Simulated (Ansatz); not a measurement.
Single-point calculation of ZrS

System: ZrS (Fm-3m, 2 atoms in the cell).
Method: DFT r2SCAN, scalar-relativistic, plane waves, PAW, no spin polarisation (Ansatz 0.2.0).

The structure derives from an entry of the Crystallography Open Database. Figures and captions count atoms from 1; the log counts them from 0 in places.

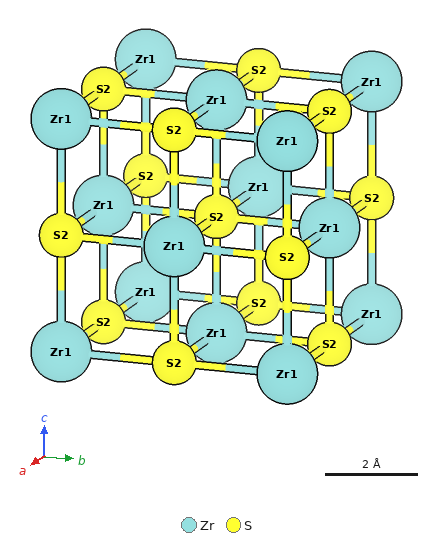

**Figure 1.** The input geometry (ball-and-stick view of the cell 4 times as large as that of the calculation, set on its symmetry axes, seen slightly off an axis; atoms are numbered from 1 in the order of the input). An atom can appear more than once, as a periodic image.

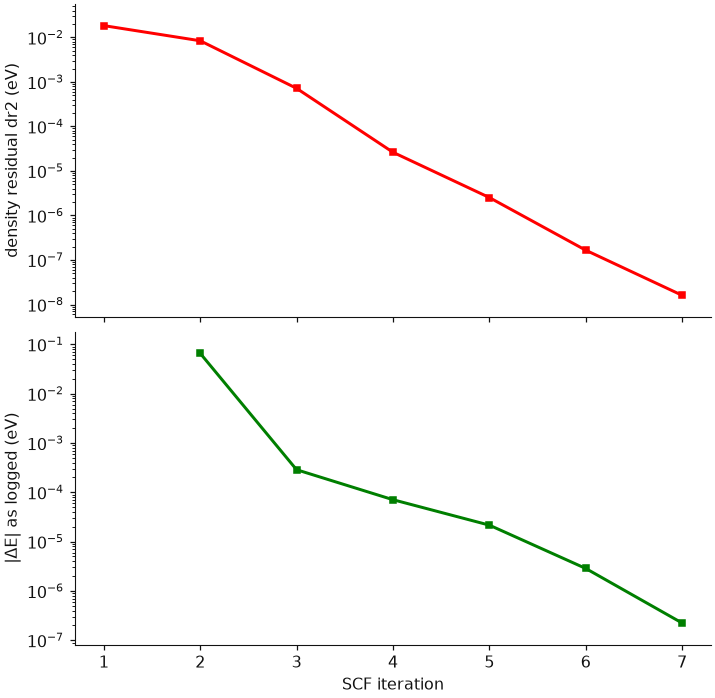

**Figure 2.** Convergence of the self-consistent field: density residual dr2 and size of the energy change against the SCF iteration. The residual falls at every step.

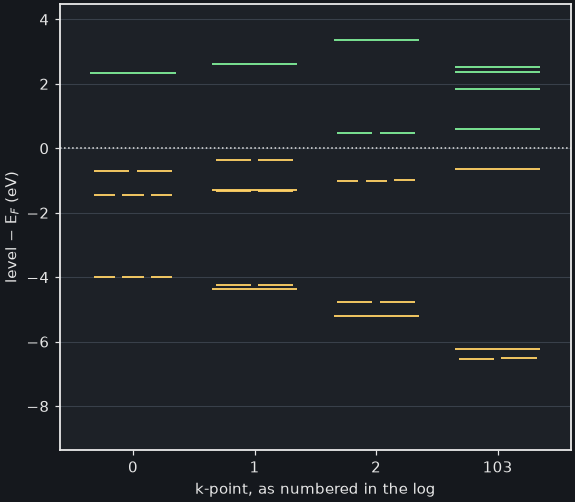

**Figure 3.** Kohn–Sham levels near the Fermi level (dotted) at the few k-points that the log prints; levels within 0.02 eV of each other stand side by side. The system is metallic on the full mesh.

The input and output of the run follow.

The input
```yaml
crystal:
  lattice:
    - [0.0, 2.625, 2.625]
    - [2.625, 0.0, 2.625]
    - [2.625, 2.625, 0.0]
  atoms:
    - { symbol: Zr, position: [0.0, 0.0, 0.0] }
    - { symbol: S, position: [0.5, 0.5, 0.5] }
basis:
  ecutwfc: 500
kpoints:
  mp_grid: { grid: [14, 14, 14] }
hamiltonian:
  xc: r2scan
scf:
  occupations: { method: gaussian, width: 0.1 }
output:
  forces: true
  stress: true
  eigenvalues: true
  populations: true
```

Launched with:
```bash
ansatz run input.yaml --threads 1 --pin off --max-ram 2560MiB --backend cpu --events-out ev --progress --plain --runs-dir out
```

The program's output
```
Engine: ansatz 0.2.0, aarch64-unknown-linux-gnu
Pseudopotentials: kind: paw
Pseudopotential: Zr, paw, valence charge 12, recommended cutoff 500 eV (meta_gga), Zr.paw.azcp
Pseudopotential: S, paw, valence charge 6, recommended cutoff 500 eV (meta_gga), S.paw.azcp
Functional definition: r2SCAN
  parameter k0 = 0.174
  parameter k1 = 0.065
  parameter a1 = 4.9479
  exchange = r2scan_x(k0 = k0, k1 = k1, a1 = a1)
  correlation = r2scan_c
Crystal: 2 atoms, lattice volume = 36.176 Å³
Basis set: ecut = 500 eV, 941 PW (Γ), exchange–correlation on 120×120×120 points (64 copies of the dense FFT grid, shifted against one another)
Bands: 13, of which v1, the nominal top of the filled ones, is band 9 counted from 1 (8 counted from 0)
Symmetry: 48 space group operations
Space group: Fm-3m (ITA 225), of the structure as read, at distance tolerance 3.3e-5 Å
k-points: 104 of 2744
Non-local potential: Zr, projectors of the file, l = 0: 3, l = 1: 2, l = 2: 2, l = 3: 2
Non-local potential: S, projectors of the file, l = 0: 2, l = 1: 2, l = 2: 2
PAW form: soft (Blöchl's): semilocal exchange-correlation on the pseudo side does not see the compensation charge
PAW frozen core: Zr, regenerated for the run's functional (the file was generated under x = pbe(κ = 0.804, μ = 0.2195149727645171), c = pbe(β = 0.06672455060314922))
PAW frozen core: S, regenerated for the run's functional (the file was generated under x = pbe(κ = 0.804, μ = 0.2195149727645171), c = pbe(β = 0.06672455060314922))
PAW one-centre angular grid: Zr, 590 points (default); XC on 160 Gauss nodes
PAW one-centre angular grid: S, 302 points (default); XC on 160 Gauss nodes
Initial density: superposition of atomic densities (neutral atoms: chi_scale 0, normalization atom), corrected by the library's trained network
Initial wavefunctions: pseudopotential atomic-orbital guess
Functional: x = r2scan, c = r2scan; τ floored in thin density (d = 2e-4 eV/Å³)
SCF iter   1: F=—  HF=-5103.906742 eV  |F-HF|=—  |Δ(HF+E_count)|=         —  Δρ=7.27e-3  dr2=1.84e-2  dr2_τ=1.63e-2  ethr=1.77e-3  ⟨swp⟩=5.1  Hψ=17926  notcnv=0  defer=3
automatic band count: the SCF goes on with 17 bands, as 13 were too few: the levels above may hold too much charge
preconditioner: auto → Kerker (q_TF=auto, 2.429 Å⁻¹)  [metal: Δε(μ)=0.003 eV  Ē_g=12.195 eV  σ=0.100 eV  W_gap=0.02  n_scr=14 (ndim 8)  ℏωp=19.5 eV  f_vac=0.000  D(μ)=1.49/eV (n_scr^D=14)]
SCF iter   2: F=—  HF=-5103.972555 eV  |F-HF|=—  |Δ(HF+E_count)|=   6.58e-2  Δρ=4.85e-3  dr2=8.41e-3  dr2_τ=1.67e-4  ethr=1.02e-4  ⟨swp⟩=2.0  Hψ=3692  notcnv=0  defer=264
SCF iter   3: F=—  HF=-5103.972269 eV  |F-HF|=—  |Δ(HF+E_count)|=   2.87e-4  Δρ=1.24e-3  dr2=7.18e-4  dr2_τ=1.47e-4  ethr=4.67e-5  ⟨swp⟩=2.4  Hψ=2705  notcnv=0  defer=264
SCF iter   4: F=—  HF=-5103.972198 eV  |F-HF|=—  |Δ(HF+E_count)|=   7.08e-5  Δρ=3.60e-4  dr2=2.63e-5  dr2_τ=1.95e-6  ethr=3.99e-6  ⟨swp⟩=2.2  Hψ=2016  notcnv=0  defer=264
SCF iter   5: F=—  HF=-5103.972220 eV  |F-HF|=—  |Δ(HF+E_count)|=   2.16e-5  Δρ=8.66e-5  dr2=2.53e-6  dr2_τ=1.39e-7  ethr=1.46e-7  ⟨swp⟩=2.1  Hψ=2273  notcnv=0  defer=264
SCF iter   6: F=—  HF=-5103.972222 eV  |F-HF|=—  |Δ(HF+E_count)|=   2.86e-6  Δρ=1.89e-5  dr2=1.66e-7  dr2_τ=2.25e-9  ethr=1.41e-8  ⟨swp⟩=2.0  Hψ=1997  notcnv=0  defer=264
SCF iter   7: F=-5103.972223 eV  HF=-5103.972223 eV  |F-HF|=3.00e-9  |Δ(HF+E_count)|=   2.24e-7  Δρ=6.06e-6  dr2=1.61e-8  dr2_τ=6.29e-10  ethr=5.56e-10  ⟨swp⟩=8.1  Hψ=8686  notcnv=0
SCF 1 converged in 7 iterations: F = -5103.972223 eV  dr2 = 1.61e-8
  greatest PAW one-centre occupation: 0.989 electrons in one spin orbital (limit 2), on the Zr atom at site 0 (counted from 0), in its partial waves of l = 0
SCF converged after 7 iterations
Free energy (F): -5103.972223 eV
Harris-Foulkes:  -5103.972223 eV  (|F-HF|=3.00e-9)
Internal energy: -5103.964556 eV  (E = F + TS)
E sigma→0 (E₀):  -5103.968389 eV
Entropy (-TS):   -0.007667 eV (-3.834 meV/atom)
Fermi energy:    14.827267 eV
--- Per-component energies (eV) ---
  E_band       = -84.365492
  E_kinetic    = 443.701088
  E_local      = -697.413260  (includes V_loc(G=0)·N_el)
  E_nonlocal   = 107.332159
  E_hartree    = 219.715147
  E_xc         = -249.455629
  E_vxc        = -307.991510  (∫ρ·V_xc dr)
  E_paw        = -3580.590095  (= ΣΔE_a)
  E_vpaw       = -86.085203  (= ΣTr[D̂ρ^β])
  E_aug_tail   = 0.000009  (compensation charges beyond the density's cutoff)
  E_vtau       = 16.661271  (kinetic-family band-sum trace: ∫τ·v_τ [+ j·A + Jᵃ·Aᵃ] dr)
  E_ewald      = -1346.979466
  E_core_change = -0.274508  (= ΣΔE_core)
  E_smearing   = -0.007667  (= −TS)
  E_closure    = -0.000000  (closes the sum)
  Σ components = -5103.972223   (vs F -5103.972223, Δ=0.00e0)
--- Forces (eV/Å), atoms counted from 1 ---
  atom   1  Zr    -0.00000000    -0.00000000     0.00000000
  atom   2  S      0.00000000    -0.00000000     0.00000000
  max |Σ_I F_I| component: 2.70e-30 eV/Å
--- Stress (GPa, compression-positive) ---
       -1.981007       0.000000       0.000000
       -0.000000      -1.981007      -0.000000
       -0.000000       0.000000      -1.981007
  P = ⅓ Tr σ = -1.9810 GPa (-19.810 kbar)
--- Band table (eV; the first three rows and the last of 104) ---
  k-point 0: bands = ["-37.0657", "-14.3417", "-14.3417", "-14.3417", "-1.9757", "10.8414", "10.8414", "10.8414", "13.3914", "13.3914", "13.3914", "14.1268", "14.1268", "17.1523", "22.5161", "27.1272", "27.1272"]
  k-point 1: bands = ["-37.0643", "-14.3602", "-14.3431", "-14.3431", "-1.9091", "10.4599", "10.5925", "10.5925", "13.5123", "13.5123", "13.5457", "14.4628", "14.4628", "17.4442", "22.7259", "26.7446", "26.8953"]
  k-point 2: bands = ["-37.0606", "-14.4118", "-14.3473", "-14.3473", "-1.7182", "9.6140", "10.0648", "10.0648", "13.8110", "13.8110", "13.8301", "15.3067", "15.3067", "18.1938", "23.1899", "26.0326", "26.1883"]
  k-point 103: bands = ["-37.0297", "-14.5529", "-14.5162", "-14.4687", "-0.8198", "8.2992", "8.3172", "8.5884", "14.1742", "15.4324", "16.6553", "17.2074", "17.3406", "22.0449", "22.9542", "23.5711", "24.4933"]
--- Löwdin populations: 2 sites ---
  site symbol       q [e]
     0     Zr     11.6541
     1      S      6.2032
  spilling = 0.007931 (of n_electrons = 18.000000)
```

File populations.tsv
```
# site	symbol	l	j	q
# orbitals = lowdin
# n_electrons = 18.000000
# spilling = 0.007931
0	Zr	0_4S	-	1.966621
0	Zr	0_5S	-	0.442574
0	Zr	1_4P	-	5.989780
0	Zr	2_4D	-	3.255092
1	S	0_3S	-	1.590290
1	S	1_3P	-	4.612883
```

Summary

| quantity | value |
| --- | --- |
| outcome | converged |
| space group (tolerance 0.01 Å) | Fm-3m (225) |
| electrons treated | 18 |
| free energy | −5103.9722 eV |
| Fermi energy | 14.827 eV |
| gap on the k-point mesh | none (metallic) |
| pressure | −1.98 GPa |
| largest force (length of the vector) | under 0.001 eV/Å |
| hardware | 1 thread of Arm Neoverse V1, 24 GiB of memory available, shared host |
| wall time | 11 s |
| peak memory | 0.47 GiB |
